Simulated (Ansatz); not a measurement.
Take the following structure.

```xyz
30
Lattice="4.9845 0.0000 0.0000 -2.4923 4.3167 0.0000 0.0000 0.0000 13.4419" Properties=species:S:1:pos:R:3 pbc="T T T"
Ga    0.0000    0.0000    4.7776
Ga    2.4923    1.4389    6.4240
Ga    0.0000    2.8778    4.1837
Ga    2.4923    1.4389    2.5373
O    -1.7355    3.0060    3.3605
O     3.4711    0.0000    3.3605
O     0.7567    1.3107    3.3605
O    -0.7567    4.1885    5.6008
O    -0.7567    1.5671    5.6008
O     1.5135    2.8778    5.6008
Ga    2.4923    1.4389    9.2582
Ga    0.0000    2.8778   10.9046
Ga    0.0000    0.0000    8.6643
Ga    0.0000    2.8778    7.0179
O     3.2490    0.1282    7.8411
O     0.9788    1.4389    7.8411
O     3.2490    2.7496    7.8411
O     4.2278    1.3107   10.0814
O     1.7355    3.0060   10.0814
O     1.5135    0.0000   10.0814
Ga    0.0000    2.8778    0.2970
Ga    0.0000    0.0000    1.9433
Ga    2.4923    1.4389   13.1449
Ga    0.0000    0.0000   11.4986
O     0.7567    1.5671   12.3218
O    -1.5135    2.8778   12.3218
O     0.7567    4.1885   12.3218
O     1.7355    2.7496    1.1202
O     1.7355    0.1282    1.1202
O     4.0057    1.4389    1.1202
```

Q: Before looking at a picture, describe the arrangement of atoms.

A: It has the composition Ga₂O₃. The structure has R-3c (No. 167) symmetry and a rhombohedral (trigonal R) lattice. The prototype is corundum. The cell has 30 atoms, namely 12 Ga, 18 O. The Ga atoms are each bonded to six O in a distorted octahedral arrangement at 1.93 to 2.07 Å. The O atoms are each bonded to four Ga at 1.93 to 2.07 Å. The bonds build a three-dimensional framework.

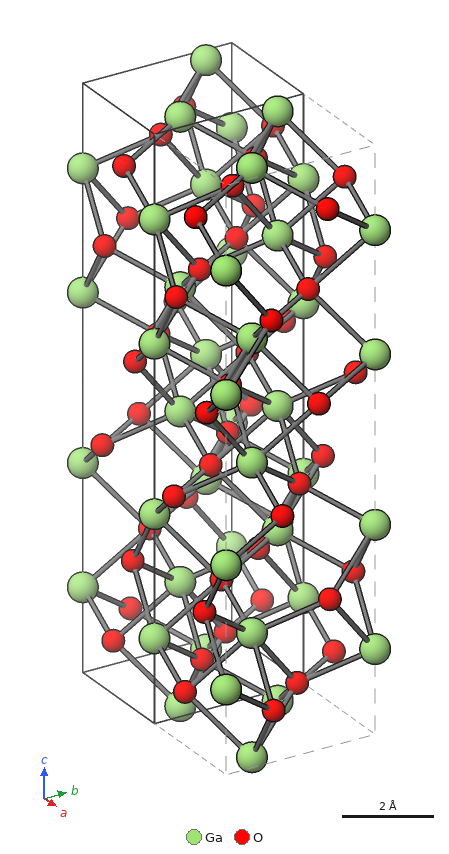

The structure above is drawn in ball-and-stick style and viewed slightly off an axis. One conventional unit cell is drawn solid; the view covers 2×1×1 cells. Colours: gallium green, oxygen red.

The structure was taken from a structure listed in the Materials Project. A relaxation with DFT, r2SCAN, plane waves, PAW (Ansatz) gave the geometry drawn.
